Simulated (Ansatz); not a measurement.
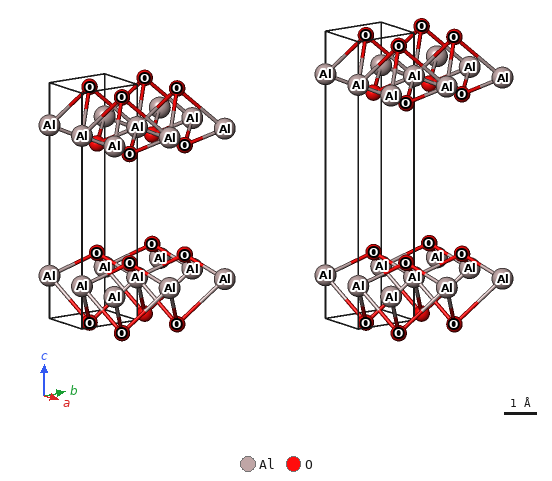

Two geometries of a crystal of Al2O3 (set up in P-6m2), drawn at one scale. One is the start of a relaxation, the other its converged end. A ball-and-stick model of the cell of the calculation, repeated 2 × 2 × 1 with one cell outlined, seen slightly off an axis.

Level of theory: Kohn-Sham DFT of a periodic cell, r2SCAN, Ansatz PAW in Ansatz. (plane-wave cutoff 500 eV; k-point mesh 11 × 11 × 3; occupations fermi-dirac; smearing width 0.05 eV; no spin polarisation; cell and atoms relaxed; force threshold 0.01 eV/Å; at most 40 steps)

> Which one is relaxed?

The left one is the relaxed one. The run lets cell and atoms move. The largest moves relative to the cell, 0.35 Å, are those of O atoms. Largest moves by element: O 0.35 Å, Al 0.24 Å. The volume changes by −19.6 %, with a = b 2.884 → 2.856 Å (−1.0 %), c 9.337 → 7.662 Å (−17.9 %). Near-neighbour distances that change, for instance: Al–O 2.176 → 2.154 Å, Al–O 1.797 → 1.779 Å. The space group stays P-6m2 (No. 187). Over 14 accepted moves (17 points after the start) the energy falls by 7.6 meV per atom. Largest force component: 0.39 eV/Å at the start, under 0.0001 eV/Å at the end. Pressure: −4.52 GPa at the start and 0.00 GPa at the end. The line search rejected the trial step at point 11 of the run. At 2 points the geometry stayed and the basis and grid were re-selected for the new cell (energy shift of 1.2 meV per atom at most each time).

Limits of the set-up: layers or molecules are held without a dispersion correction, so their spacing is unreliable.
